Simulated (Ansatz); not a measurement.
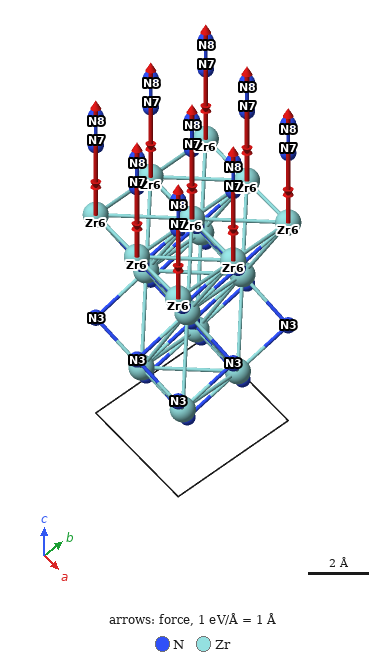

Starting geometry of a slab of composition Zr3N5 (cut from the Fm-3m phase) with the computed forces as red arrows. A ball-and-stick model of the 2 × 2 repeat of the cell, outlined in the plane, without the vacuum, seen from a free direction.

Case: N2 put at a top Zr site. The slab is the (1 1 1) face of ZrN with N2 on it. 3 atoms are held fixed.

Theory: DFT r2SCAN, scalar-relativistic, plane waves, PAW in Ansatz 0.2.0. (plane-wave cutoff 500 eV; k-point mesh 9 × 9 × 1; occupations gaussian; smearing width 0.1 eV; no spin polarisation; dipole correction; atoms relaxed in a fixed cell; force threshold 0.03 eV/Å; at most 70 steps)

Q: Is this structure relaxed? If not, where do the atoms go?

A: It isn't relaxed: the largest force vector, on an N atom, is 1.70 eV/Å. The final displacements follow the starting forces only in part (cosine between the two patterns 0.39). After 4 geometry steps the energy has fallen by 0.371 eV per cell of the calculation. The largest force component goes from 1.7 to 0.022 eV/Å. An N atom moves most: 0.39 Å along the normal (−c). Largest moves by element: N 0.39 Å, Zr 0.04 Å. The cell doesn't change. Some distances before and after: N–Zr 2.660 → 2.232 Å, Zr–Zr 3.179 → 3.208 Å, N–Zr 2.280 → 2.305 Å, N–N 1.100 → 1.114 Å. The run may lie on a higher electronic state than the lowest, so the end point isn't shown to be the ground-state structure.

Limits of the set-up: the cell has an odd number of electrons but was run without spin polarisation; the periodic images lie only 3.2 Å apart, so the values are limited by the cell's size.
